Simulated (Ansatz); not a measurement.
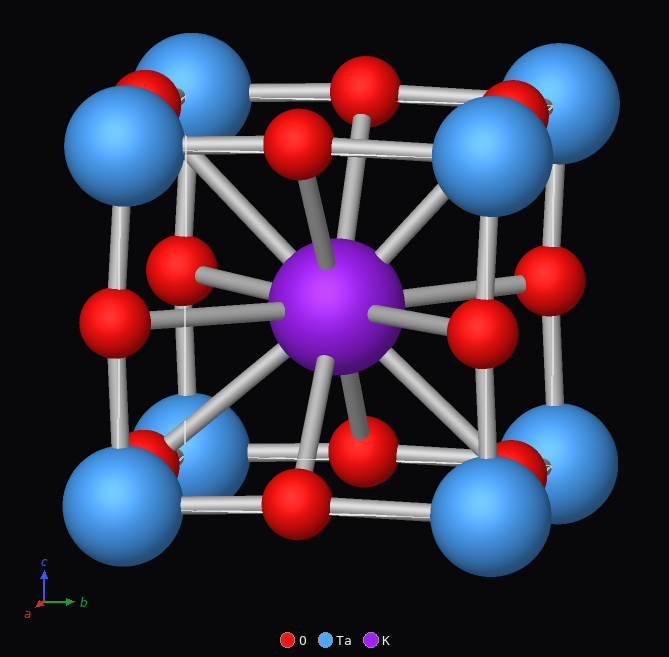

An orthographic ball-and-stick view of the structure, slightly off an axis. The edges of the unit cell are marked.

Cell dimensions are a = 3.977 Å, b = 4.076 Å, c = 3.960 Å, α = 90.12°, β = 91.41°, γ = 90.66°.

### What is the chemical formula?

KTaO3. The cell holds 1 K, 1 Ta, 3 O, counting shared atoms by their share.

### What kind of network do the bonds form?

The bonds build a three-dimensional framework.

### From which higher-symmetry structure does this one deviate slightly?

It is a distorted form of a primitive cubic structure, space group Pm-3m (No. 221) within 0.45 Å: cubic perovskite.

The structure comes from a structure type known for this compound. The cell was then strained or its atoms displaced on purpose. A calculation with Ansatz used it as input.

At this level of theory the run's own cell isn't at rest (forces up to 0.6 eV/Å), so its distances can differ from those at equilibrium, the more so the softer the solid.
